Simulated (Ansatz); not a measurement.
TaN

```
CELL_PARAMETERS angstrom
6.24327 0.00000 0.00465
-3.12164 5.40683 -0.00465
-1.55892 0.90004 2.54756
ATOMIC_POSITIONS crystal
Ta 0.25000 0.25000 0.50000
Ta 0.75000 0.25000 0.50000
Ta 0.25000 0.75000 0.50000
Ta 0.75000 0.75000 0.50000
N 0.00000 0.50000 0.00000
N 0.50000 0.50000 0.00000
N 0.00000 0.00000 0.00000
N 0.50000 0.00000 0.00000
```

Space group Fm-3m.

The calculation used DFT PBE, scalar-relativistic, plane waves, PAW (Ansatz).

The density is the valence pseudo-density of a PAW calculation; it isn't the true density close to the nuclei.

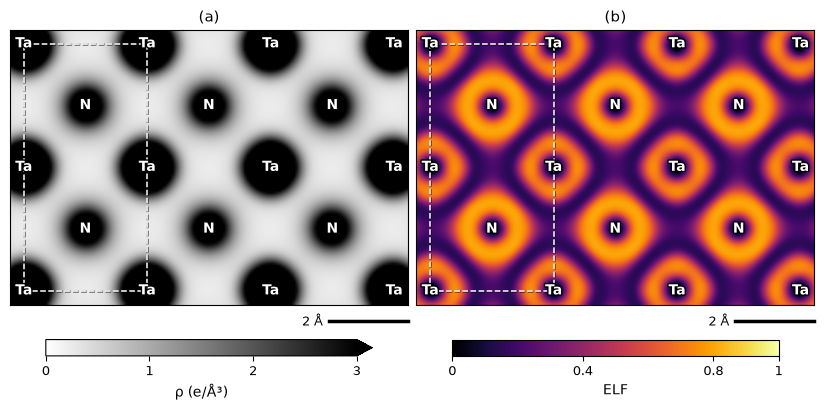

Figure 1. (a) valence electron density; (b) electron localisation function on the (11̄0) plane of the calculation cell.

What do the fields say about this system?

Answer. The section cuts through Ta and N sites.
Ta–N (2.21 Å): ρ is about 0.53 e/Å³ halfway; the ELF peaks at about 0.80 in the valence shell of N, 0.7 Å from its nucleus, and is about 0.15 at the midpoint (no localised pair shows between them).
Ta–Ta (3.12 Å): ρ is about 0.23 e/Å³ halfway; the ELF is about 0.20 at the midpoint (no localised pair shows between them).
Between the atoms the lowest density in this plane is 0.23 e/Å³.
The features right at Ta lie inside the PAW spheres, where the map follows smoothed inner orbitals and isn't to be read closely.

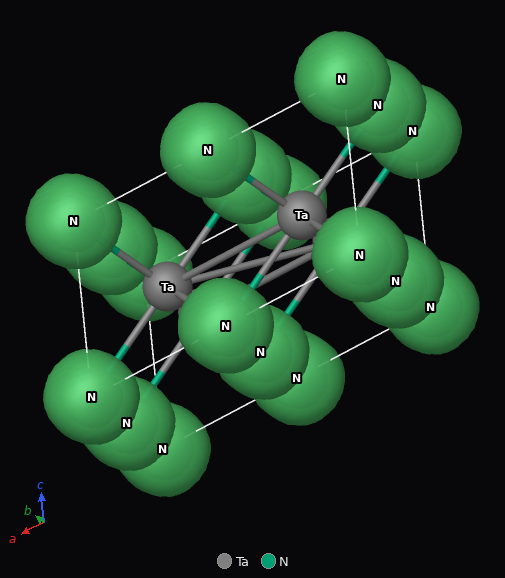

Figure 2. Isosurface of the electron localisation function at 0.75 (green), seen at an oblique angle. Only the valence region is drawn (cores and ρ < 0.01 e/Å³ removed). Sticks mark near contacts.

What do the ELF domains correspond to?

Answer. At this value the surface marks out four regions wrapped around N (the valence shell of each), counted in one cell of 8 atoms. Any copies at cell faces, edges or corners count once.

Does the calculation give a band gap?

Answer. It is gapless in this calculation (a metal or semimetal); semilocal functionals without U, or without the true magnetic order, often close the gap of such compounds.
